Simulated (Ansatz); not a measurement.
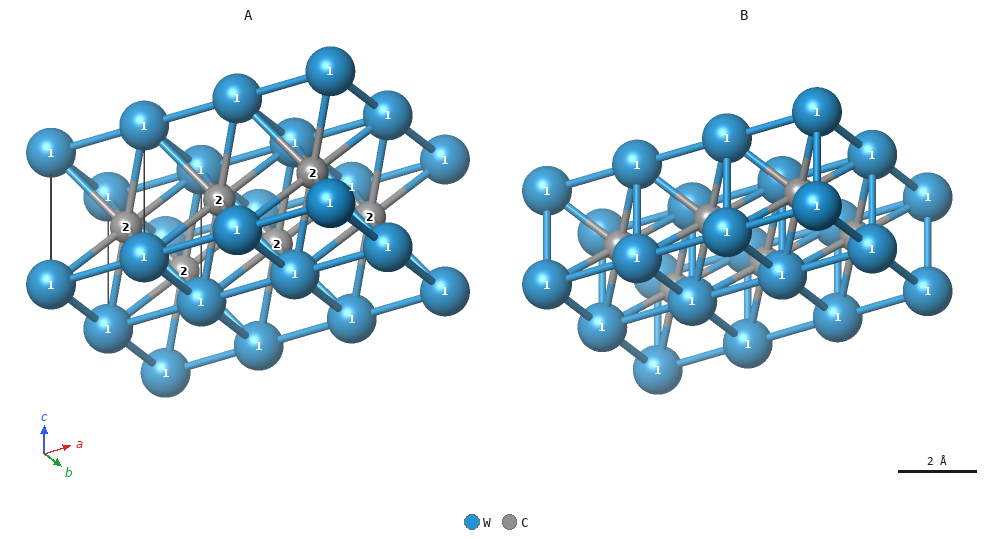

Two geometries of a crystal of WC (a generated structure, set up in P4/mmm) (coarse preliminary run), drawn at one scale. One is the start of a relaxation, the other its converged end. Style: ball-and-stick. Shown: the cell of the calculation, repeated 3 × 2 × 1 with one cell outlined, from a free direction.

Level of theory: DFT PBE, scalar-relativistic, plane waves, PAW (Ansatz 0.2.0). Set-up: plane-wave cutoff 420 eV; k-point mesh 6 × 6 × 4; occupations gaussian; smearing width 0.1 eV; no spin polarisation; cell and atoms relaxed; force threshold 0.04 eV/Å; at most 70 steps.

Q: Which geometry has the lower energy?

A: Structure B is the relaxed one. No atom moves by more than 0.005 Å relative to the cell. Cell: a = b 2.815 → 2.720 Å (−3.4 %), c 3.857 → 2.744 Å (−28.9 %). Volume −33.6 %. Near-neighbour distances that change, for instance: W1–W1 3.857 → 2.744 Å, W1–C2 2.771 → 2.362 Å, W1–W1 (another image) 2.815 → 2.720 Å. The space group stays P4/mmm (No. 123). After 9 accepted moves (11 points after the start) the energy has fallen by 1966 meV per atom. All forces vanish by symmetry, so only the cell relaxes. Pressure: −43.70 GPa at the start and 0.01 GPa at the end. At 2 points the geometry stayed and the basis and grid were re-selected for the new cell (energy shift of 1.5 meV per atom at most each time).

Limits of the set-up: the k-point mesh is coarse for a cell with partly filled bands.
